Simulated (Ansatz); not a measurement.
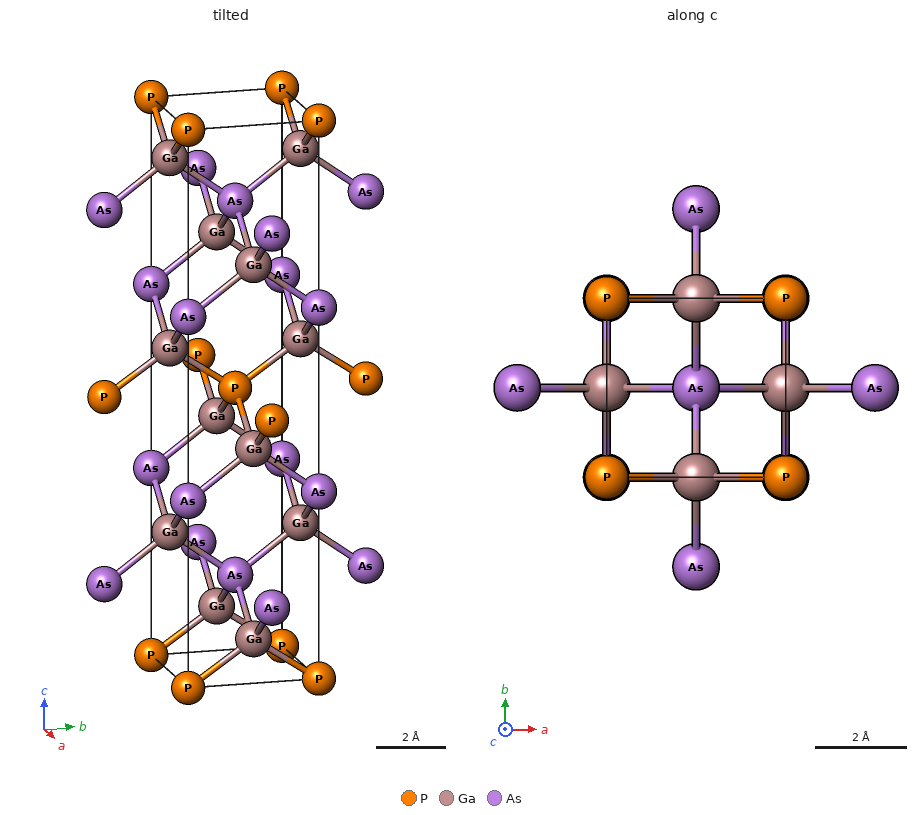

View slightly off an axis and along the c axis, drawn as a ball-and-stick model. The wireframe shows the conventional unit cell. Some neighbours outside the box are added.

Ga3As2P, space group I-4m2 (No. 119), a = 3.96 Å, b = 3.96 Å, c = 16.78 Å, α = 90.00°, β = 90.00°, γ = 90.00°.

The numbers come from Ansatz 0.2.0, difference of finished runs, DFT, r2SCAN, plane waves, PAW, using a kinetic-energy cutoff of 500 eV.

Question: How large a gap does the method give, if there is one?

Answer: A semiconductor at this level, with a gap of 1.37 eV.

The initial geometry was a structure type filled with these elements by a generator (whether the compound takes this form wasn't checked). Earlier steps of the study, as a rule a relaxation of our own, may have changed the cell and positions, so they can lie some per cent off the listed ones. Ansatz was used for an electronic-structure calculation on it.
